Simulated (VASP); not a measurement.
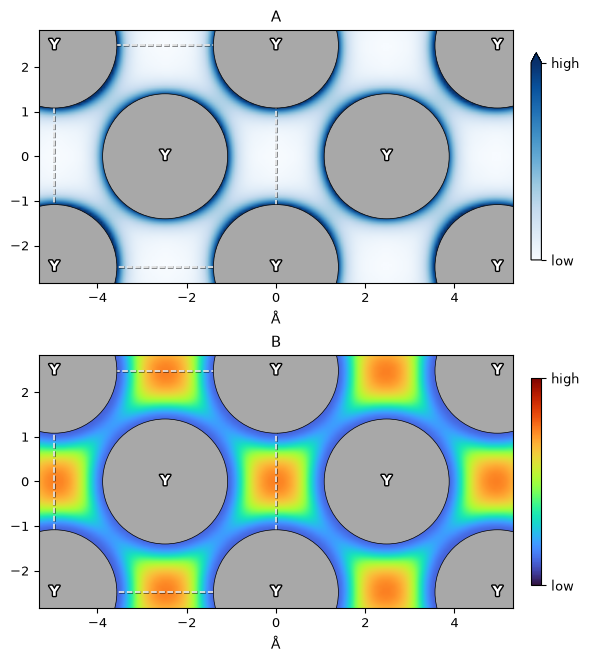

Y: 2 fields on the (100) plane of the conventional cell, with unlabelled colour scales. Grey discs cover the atomic cores.

Space group Fm-3m; a structure from a database of computed crystals, not necessarily the ambient phase; computed pressure about 2 GPa in this cell.

The calculation used VASP 6.6.1, Kohn-Sham DFT of a periodic cell, PW91, VASP PAW PBE potentials, minimal.

### Match the panels to the quantities (electron localisation function and valence pseudo-density).

Panel A: valence pseudo-density. Panel B: electron localisation function. From the grid: Y–Y (3.51 Å): ρ at the midpoint is about 0.11 e/Å³; the ELF is about 0.20 at the midpoint: no localised pair shows between them.
